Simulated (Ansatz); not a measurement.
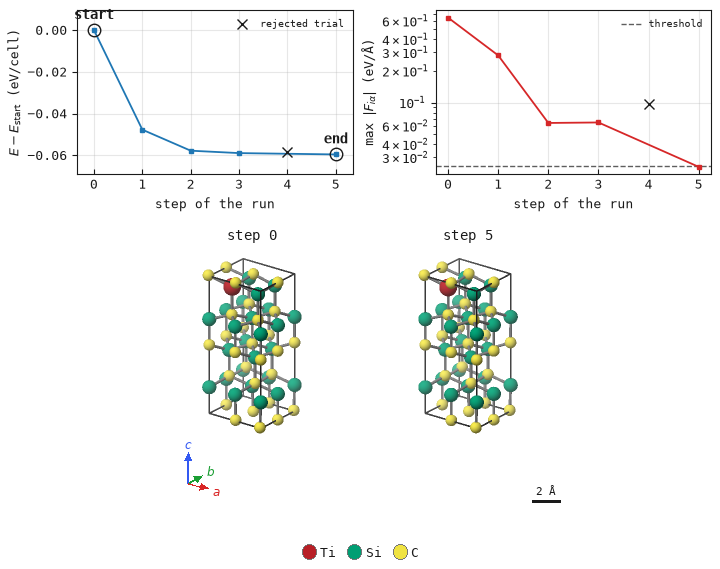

First and last geometry of a relaxation of a defect cell of composition TiSi₁₅C₁₆ (cell charge −1), with the history of the run. Style: ball-and-stick. Shown: the cell of the calculation, slightly off an axis.

Case: Ti on a Si site (b), charge -1, atoms relaxed at the host's cell.

Method: DFT r2SCAN, scalar-relativistic, plane waves, PAW (Ansatz 0.2.0). Settings: plane-wave cutoff 500 eV; k-point mesh 2 × 2 × 2; occupations gaussian; smearing width 0.01 eV; collinear spin; atoms relaxed in a fixed cell; force threshold 0.025 eV/Å; at most 45 steps.

### Read the history and describe the run.

It converged. The atom that moves furthest is the Ti atom (0.052 Å along [−1 0 −3]). Largest moves by element: Ti 0.052 Å, C 0.032 Å, Si 0.015 Å. The cell doesn't change. Among the contacts that change: C–Ti 2.035 → 2.003 Å, C–Si 1.888 → 1.860 Å, C–Si 1.867 → 1.841 Å, C–Si 1.830 → 1.842 Å. Bond angles that change, for instance: C–Ti–C 109.2° → 111.9°, C–Ti–C 109.7° → 107.2°, Ti–C–Si 107.3° → 109.7°. After 4 accepted moves (5 points after the start) the energy has fallen by 59.6 meV per cell of the calculation. The largest force component goes from 0.64 to 0.024 eV/Å. The line search rejected the trial step at point 4 of the run. Cost: 3.9 min on 8 threads of Intel(R) Xeon(R) Processor @ 2.50GHz (Skylake/Cascade Lake), with other jobs on the host, peak memory 2.7 GiB.

Limits of the set-up: the k-point mesh is coarse for a cell with partly filled bands; the periodic images lie only 6.2 Å apart, so the values are limited by the cell's size; the cell is charged, on a uniform background, and energies carry no finite-size correction.
